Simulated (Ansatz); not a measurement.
**Run report: ZrS$_{2}$, single-point calculation (part 1 of 2)**

- system: ZrS$_{2}$ (P-3m1, 54 atoms in the cell)
- method: DFT PBE, scalar-relativistic, plane waves, PAW, no spin polarisation (Ansatz 0.2.0)

The structure derives from a Materials Project entry.

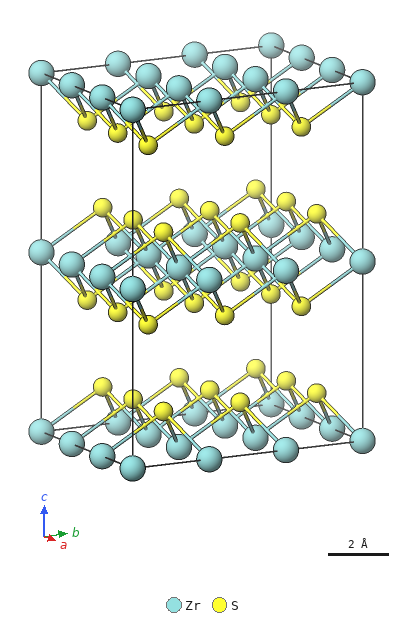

*The structure as given in the input (ball-and-stick view of the cell of the calculation, seen slightly off an axis). An atom can appear more than once, as a periodic image.*

Near neighbours in the periodic cell (some may lie outside the picture): Zr has 6 S at 2.57 Å; S has 3 Zr at 2.57 Å.

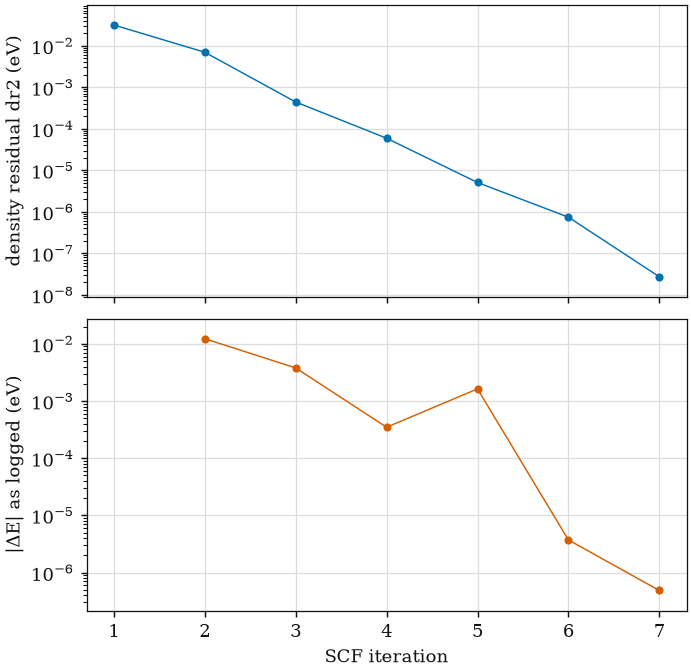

*Convergence of the self-consistent field: density residual dr2 and size of the energy change against the SCF iteration.*

The residual falls at every step.

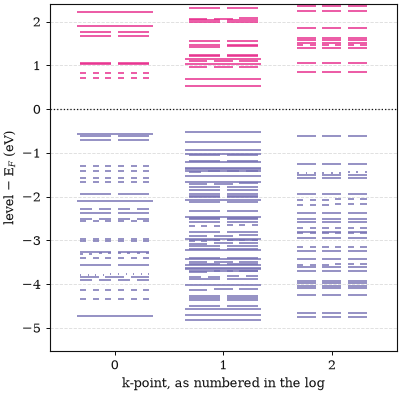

*Kohn–Sham levels near the Fermi level (dotted) at the few k-points that the log prints; levels within 0.02 eV of each other stand side by side.*

Among these points the highest filled and lowest empty levels are 1.06 eV apart, which is the gap on the mesh.

The input and output of the run follow.

### The input
```yaml
crystal:
  lattice:
    - [11.074148, 0.0, 0.0]
    - [-5.537074, 9.590493, 0.0]
    - [0.0, 0.0, 12.082154]
  atoms:
    - { symbol: Zr, position: [0.0, 0.0, 0.0] }
    - { symbol: Zr, position: [0.0, 0.0, 0.5] }
    - { symbol: Zr, position: [0.0, 0.333333, 0.0] }
    - { symbol: Zr, position: [0.0, 0.333333, 0.5] }
    - { symbol: Zr, position: [0.0, 0.666667, 0.0] }
    - { symbol: Zr, position: [0.0, 0.666667, 0.5] }
    - { symbol: Zr, position: [0.333333, 0.0, 0.0] }
    - { symbol: Zr, position: [0.333333, 0.0, 0.5] }
    - { symbol: Zr, position: [0.333333, 0.333333, 0.0] }
    - { symbol: Zr, position: [0.333333, 0.333333, 0.5] }
    - { symbol: Zr, position: [0.333333, 0.666667, 0.0] }
    - { symbol: Zr, position: [0.333333, 0.666667, 0.5] }
    - { symbol: Zr, position: [0.666667, 0.0, 0.0] }
    - { symbol: Zr, position: [0.666667, 0.0, 0.5] }
    - { symbol: Zr, position: [0.666667, 0.333333, 0.0] }
    - { symbol: Zr, position: [0.666667, 0.333333, 0.5] }
    - { symbol: Zr, position: [0.666667, 0.666667, 0.0] }
    - { symbol: Zr, position: [0.666667, 0.666667, 0.5] }
    - { symbol: S, position: [0.222222, 0.111111, 0.381045] }
    - { symbol: S, position: [0.222222, 0.111111, 0.881045] }
    - { symbol: S, position: [0.222222, 0.444444, 0.381045] }
    - { symbol: S, position: [0.222222, 0.444444, 0.881045] }
    - { symbol: S, position: [0.222222, 0.777778, 0.381045] }
    - { symbol: S, position: [0.222222, 0.777778, 0.881045] }
    - { symbol: S, position: [0.555556, 0.111111, 0.381045] }
    - { symbol: S, position: [0.555556, 0.111111, 0.881045] }
    - { symbol: S, position: [0.555556, 0.444444, 0.381045] }
    - { symbol: S, position: [0.555556, 0.444444, 0.881045] }
    - { symbol: S, position: [0.555556, 0.777778, 0.381045] }
    - { symbol: S, position: [0.555556, 0.777778, 0.881045] }
    - { symbol: S, position: [0.888889, 0.111111, 0.381045] }
    - { symbol: S, position: [0.888889, 0.111111, 0.881045] }
    - { symbol: S, position: [0.888889, 0.444444, 0.381045] }
    - { symbol: S, position: [0.888889, 0.444444, 0.881045] }
    - { symbol: S, position: [0.888889, 0.777778, 0.381045] }
    - { symbol: S, position: [0.888889, 0.777778, 0.881045] }
    - { symbol: S, position: [0.111111, 0.222222, 0.118955] }
    - { symbol: S, position: [0.111111, 0.222222, 0.618955] }
    - { symbol: S, position: [0.111111, 0.555556, 0.118955] }
    - { symbol: S, position: [0.111111, 0.555556, 0.618955] }
    - { symbol: S, position: [0.111111, 0.888889, 0.118955] }
    - { symbol: S, position: [0.111111, 0.888889, 0.618955] }
    - { symbol: S, position: [0.444444, 0.222222, 0.118955] }
    - { symbol: S, position: [0.444444, 0.222222, 0.618955] }
    - { symbol: S, position: [0.444444, 0.555556, 0.118955] }
    - { symbol: S, position: [0.444444, 0.555556, 0.618955] }
    - { symbol: S, position: [0.444444, 0.888889, 0.118955] }
    - { symbol: S, position: [0.444444, 0.888889, 0.618955] }
    - { symbol: S, position: [0.777778, 0.222222, 0.118955] }
    - { symbol: S, position: [0.777778, 0.222222, 0.618955] }
    - { symbol: S, position: [0.777778, 0.555556, 0.118955] }
    - { symbol: S, position: [0.777778, 0.555556, 0.618955] }
    - { symbol: S, position: [0.777778, 0.888889, 0.118955] }
    - { symbol: S, position: [0.777778, 0.888889, 0.618955] }
basis:
  ecutwfc: 420
  fft_grid_basis: typed
kpoints:
  mp_grid: { grid: [3, 3, 1] }
hamiltonian:
  xc: pbe
  pseudopotentials: { kind: paw }
scf:
  occupations: { method: gaussian, width: 0.05 }
output:
  forces: true
  stress: false
  eigenvalues: true
  bader: false
  write_density: true
  volumetric_format: npy
```

Run as:
```bash
ansatz run input.yaml --threads 8 --pin off --max-ram 16384MiB --backend cpu --events-out ev --progress --plain --runs-dir out
```

### Output
```
Warning: the atoms were moved onto the symmetric positions of the space group found under crystal.symmetry.tolerance 1.0e-5 (fractional; no operation is sought that the atoms, as they stand in a round, miss by more than twice it, and no atom is moved by as much as it), and the run uses the moved positions. Before a round's move an operation carried an atom to 1.48e-5 Å from where it should land, the largest such distance. Atom 26 (counting from 0) moved farthest, by 8.52e-6 Å; the longest move in fractions of the cell, of whichever atom, is 0.06 of the tolerance, in 1 round. To run the atoms as typed, lower crystal.symmetry.tolerance until the operations that they miss are no longer found, or set crystal.symmetry.detect: false (a key that needs symmetry detection or time reversal refuses this as the deck is read). The positions used, in the order of the run's atom list: position: [0.0, 0.0, 0.0]; position: [0.0, 0.0, 0.5]; position: [0.0, 0.3333333333333333, 0.0]; position: [0.0, 0.3333333333333333, 0.5]; position: [0.0, 0.6666666666666666, 0.0]; position: [0.0, 0.6666666666666666, 0.5]; position: [0.3333333333333333, 0.0, 0.0]; position: [0.3333333333333333, 0.0, 0.5]; position: [0.3333333333333333, 0.3333333333333333, 0.0]; position: [0.3333333333333333, 0.3333333333333333, 0.5]; position: [0.3333333333333333, 0.6666666666666666, 0.0]; position: [0.3333333333333333, 0.6666666666666666, 0.5]; position: [0.6666666666666666, 0.0, 0.0]; position: [0.6666666666666666, 0.0, 0.5]; position: [0.6666666666666666, 0.3333333333333333, 0.0]; position: [0.6666666666666666, 0.3333333333333333, 0.5]; position: [0.6666666666666666, 0.6666666666666666, 0.0]; position: [0.6666666666666666, 0.6666666666666666, 0.5]; position: [0.2222222222222222, 0.11111111111111112, 0.381045]; position: [0.2222222222222222, 0.11111111111111112, 0.881045]; position: [0.2222222222222222, 0.4444444444444444, 0.381045]; position: [0.2222222222222222, 0.4444444444444444, 0.881045]; position: [0.2222222222222222, 0.7777777777777778, 0.381045]; position: [0.2222222222222222, 0.7777777777777778, 0.881045]; position: [0.5555555555555556, 0.11111111111111112, 0.381045]; position: [0.5555555555555556, 0.11111111111111112, 0.881045]; position: [0.5555555555555556, 0.4444444444444444, 0.381045]; position: [0.5555555555555556, 0.4444444444444444, 0.881045]; position: [0.5555555555555556, 0.7777777777777778, 0.381045]; position: [0.5555555555555556, 0.7777777777777778, 0.881045]; position: [0.888888888888889, 0.11111111111111112, 0.381045]; position: [0.888888888888889, 0.11111111111111112, 0.881045]; position: [0.888888888888889, 0.4444444444444444, 0.381045]; position: [0.888888888888889, 0.4444444444444444, 0.881045]; position: [0.888888888888889, 0.7777777777777778, 0.381045]; position: [0.888888888888889, 0.7777777777777778, 0.881045]; position: [0.11111111111111112, 0.2222222222222222, 0.118955]; position: [0.11111111111111112, 0.2222222222222222, 0.618955]; position: [0.11111111111111112, 0.5555555555555556, 0.118955]; position: [0.11111111111111112, 0.5555555555555556, 0.618955]; position: [0.11111111111111112, 0.888888888888889, 0.118955]; position: [0.11111111111111112, 0.888888888888889, 0.618955]; position: [0.4444444444444444, 0.2222222222222222, 0.118955]; position: [0.4444444444444444, 0.2222222222222222, 0.618955]; position: [0.4444444444444444, 0.5555555555555556, 0.118955]; position: [0.4444444444444444, 0.5555555555555556, 0.618955]; position: [0.4444444444444444, 0.888888888888889, 0.118955]; position: [0.4444444444444444, 0.888888888888889, 0.618955]; position: [0.7777777777777778, 0.2222222222222222, 0.118955]; position: [0.7777777777777778, 0.2222222222222222, 0.618955]; position: [0.7777777777777778, 0.5555555555555556, 0.118955]; position: [0.7777777777777778, 0.5555555555555556, 0.618955]; position: [0.7777777777777778, 0.888888888888889, 0.118955]; position: [0.7777777777777778, 0.888888888888889, 0.618955]; The lattice was moved too: crystal.lattice keeps the space group found at crystal.symmetry.tolerance 1.0e-5 only nearly: the operation that it misses by the most changes a squared length by the fraction 8.91e-8. The run uses the lattice that is a stretch of the typed one, with no rotation, onto the one that keeps every operation to a double's rounding (on a very oblique basis the stretch itself rounds by more); the deck's lattice vector that moved farthest moved by 2.85e-7 Å. To run the lattice as typed, set crystal.symmetry.tolerance under 8.90e-8, the least fraction by which an operation that the lattice misses changes a squared length (the same key also sets how far an atom may lie from its image, so lowering it can lose operations that the atoms keep only within it), or set crystal.symmetry.detect: false, as for the atoms. crystal.lattice made exact, in Å and degrees: [[11.074147715211225, 0.0, 0.0], [-5.537073857605613, 9.59049324663432, 0.0], [0.0, 0.0, 12.082154]]. Pasted over the deck's crystal.lattice, beside positions in fractional coordinates, it runs the same cell (given as lengths and angles, that cell in the form's own orientation, a rigid turn of the misfit's size from the one run here, for which a checkpoint.post_process_only pass over this run's state can be refused: where this run relaxes nothing, give such a pass this deck's own crystal.lattice, as typed; behind a relaxation, as crystal.lattice, the state's own cell, identity.cell in its checkpoint.json), and a matrix so pasted ends this notice, except on a very skew basis of the lattice, where the rounding of the pasted numbers themselves can read as a misfit: the cell is then moved again, and that move is told again. The lattice as run is in this notice's lattice.as_run_ang field (Run.prep()["deck_notices"] in Python, the deck_notice line of an events file, deck_notices of ansatz run --dry-run=json, or deck_notices in record.json in the deck's checkpoint.write directory).
Engine: ansatz 0.2.0, aarch64-unknown-linux-gnu
Pseudopotentials: kind: paw
Pseudopotential: Zr, paw, valence charge 12, recommended cutoff 420 eV (normal), Zr.paw.azcp
Pseudopotential: S, paw, valence charge 6, recommended cutoff 420 eV (normal), S.paw.azcp
Functional definition: PBE
  parameter kappa = 0.804
  parameter beta = 0.06672455060314922
  exchange = pbe_x(kappa = kappa, mu = beta*pi^2/3)
  correlation = pbe_c(beta = beta)
Crystal: 54 atoms, lattice volume = 1283.204 Å³
Basis set: ecut = 420 eV, 25067 PW (Γ), exchange–correlation on 150×150×162 points (8 copies of the dense FFT grid, shifted against one another)
Bands: 270, of which v1, the nominal top of the filled ones, is band 216 counted from 1 (215 counted from 0)
Symmetry: 216 space group operations
Space group: P-3m1 (ITA 164), of the structure as read, at distance tolerance 1.1e-4 Å
k-points: 3 of 9
Non-local potential: Zr, projectors of the file, l = 0: 3, l = 1: 2, l = 2: 2, l = 3: 2
Non-local potential: S, projectors of the file, l = 0: 2, l = 1: 2, l = 2: 2
PAW form: soft (Blöchl's): semilocal exchange-correlation on the pseudo side does not see the compensation charge
PAW one-centre angular grid: Zr, 590 points (default); XC on 64 Gauss nodes
PAW one-centre angular grid: S, 110 points (default); XC on 64 Gauss nodes
Initial density: superposition of atomic densities (neutral atoms: chi_scale 0, normalization atom), corrected by the library's trained network
Initial wavefunctions: pseudopotential atomic-orbital guess
Functional: x = pbe(κ = 0.804, μ = 0.2195149727645171), c = pbe(β = 0.06672455060314922)
SCF iter   1: F=—  HF=-107867.400298 eV  |F-HF|=—  |Δ(HF+E_count)|=         —  Δρ=1.29e-3  dr2=3.16e-2  ethr=1.77e-3  ⟨swp⟩=5.0  Hψ=3065  notcnv=0  defer=25
preconditioner: auto → Resta (q_TF=auto, 2.276 Å⁻¹)  ε∞=7.1  [insulator: Δε(μ)=1.052 eV  Ē_g=7.148 eV  σ=0.050 eV  W_gap=1.00  n_scr=242 (ndim 8)  ℏωp=17.6 eV  f_vac=0.027  D(μ)=0.00/eV (n_scr^D=0)  ε∞_Penn≈7.1]
SCF iter   2: F=—  HF=-107867.388003 eV  |F-HF|=—  |Δ(HF+E_count)|=   1.23e-2  Δρ=6.82e-4  dr2=6.98e-3  ethr=7.31e-6  ⟨swp⟩=2.0  Hψ=1581  notcnv=0  defer=29
SCF iter   3: F=—  HF=-107867.391795 eV  |F-HF|=—  |Δ(HF+E_count)|=   3.79e-3  Δρ=1.66e-4  dr2=4.42e-4  ethr=1.61e-6  ⟨swp⟩=2.0  Hψ=1036  notcnv=0
automatic band count: iteration 3 solves 250 bands in place of 270: the levels show a gap, and the empty bands left out lie too high to hold charge; the band table lists the bands solved (type scf.n_extra_bands for more)
SCF iter   4: F=—  HF=-107867.392143 eV  |F-HF|=—  |Δ(HF+E_count)|=   3.48e-4  Δρ=5.26e-5  dr2=5.93e-5  ethr=1.02e-7  ⟨swp⟩=2.0  Hψ=990  notcnv=0
SCF iter   5: F=—  HF=-107867.393770 eV  |F-HF|=—  |Δ(HF+E_count)|=   1.63e-3  Δρ=1.43e-5  dr2=5.09e-6  ethr=1.37e-8  ⟨swp⟩=2.0  Hψ=1103  notcnv=0
SCF iter   6: F=—  HF=-107867.393774 eV  |F-HF|=—  |Δ(HF+E_count)|=   3.72e-6  Δρ=5.62e-6  dr2=7.44e-7  ethr=1.18e-9  ⟨swp⟩=2.0  Hψ=1108  notcnv=0
SCF iter   7: F=-107867.393774 eV  HF=-107867.393774 eV  |F-HF|=1.14e-7  |Δ(HF+E_count)|=   4.86e-7  Δρ=1.20e-6  dr2=2.73e-8  ethr=2.31e-11  ⟨swp⟩=6.7  Hψ=3026  notcnv=0
SCF 1 converged in 7 iterations: F = -107867.393774 eV  dr2 = 2.73e-8
  greatest PAW one-centre occupation: 0.995 electrons in one spin orbital (limit 2), on the Zr atom at site 17 (counted from 0), in its partial waves of l = 0
SCF converged after 7 iterations
Free energy (F): -107867.393774 eV
Harris-Foulkes:  -107867.393774 eV  (|F-HF|=1.14e-7)
Internal energy: -107867.393774 eV  (E = F + TS)
E sigma→0 (E₀):  -107867.393774 eV
Fermi energy:    6.964107 eV
--- Per-component energies (eV) ---
  E_band       = -3221.209388
  E_kinetic    = 9828.748502
  E_local      = -24934.584365  (includes V_loc(G=0)·N_el)
  E_nonlocal   = 2421.599539
  E_hartree    = 8833.729530
  E_xc         = -6419.533765
  E_vxc        = -6599.600156  (∫ρ·V_xc dr)
  E_paw        = -74768.253243  (= ΣΔE_a)
  E_vpaw       = -1604.820401  (= ΣTr[D̂ρ^β])
  E_aug_tail   = 0.000490  (compensation charges beyond the density's cutoff)
  E_ewald      = -22829.100461
  E_smearing   = -0.000000  (= −TS)
  E_closure    = 0.000000  (closes the sum)
  Σ components = -107867.393774   (vs F -107867.393774, Δ=0.00e0)
```
